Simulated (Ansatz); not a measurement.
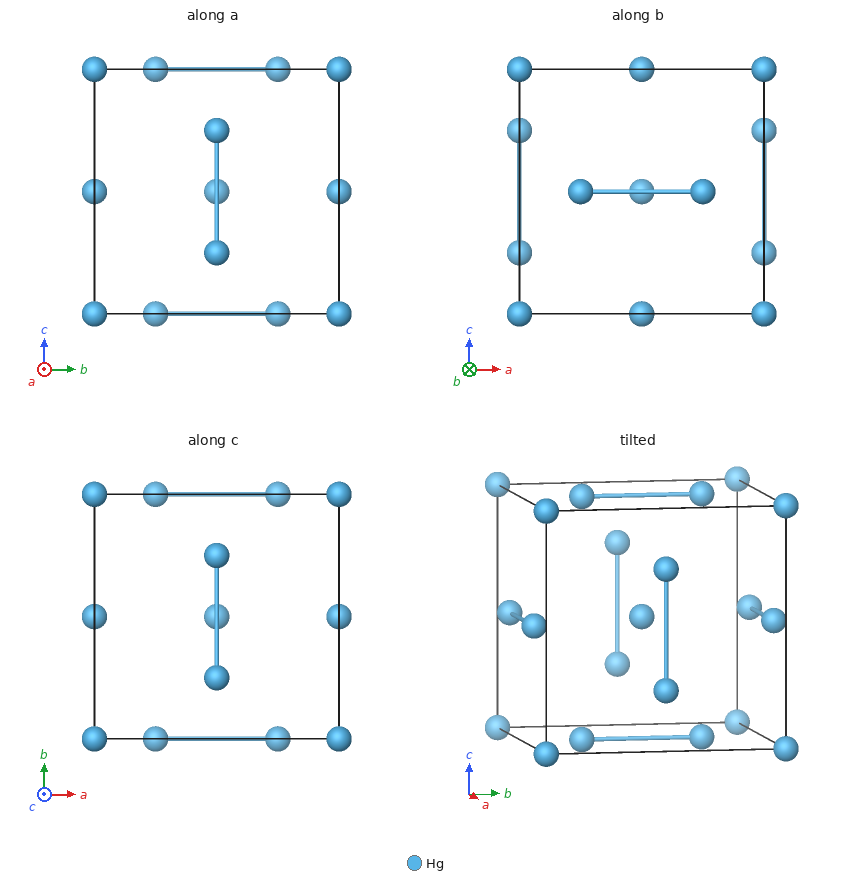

Shown here is a ball-and-stick view of the crystal, taken along the a axis, along the b axis, along the c axis and slightly off an axis. The lines enclose the conventional unit cell; boundary atoms appear with their images.

Lattice parameters: a = 6.077 Å, b = 6.077 Å, c = 6.077 Å, α = 90.00°, β = 90.00°, γ = 90.00°.

Q: Express the structure as a table of Wyckoff sites.

A: Space group Pm-3n (No. 223).
| atom | site | x | y | z |
| --- | --- | --- | --- | --- |
| Hg | 2a | 0.0000 | 0.0000 | 0.0000 |
| Hg | 6c | 0.2500 | 0.0000 | 0.5000 |

The structure comes from a structure type filled with this element by a generator (whether the element takes this form wasn't checked). Earlier steps of the study may have refined or changed the cell and positions. It was the input of a calculation with Ansatz.
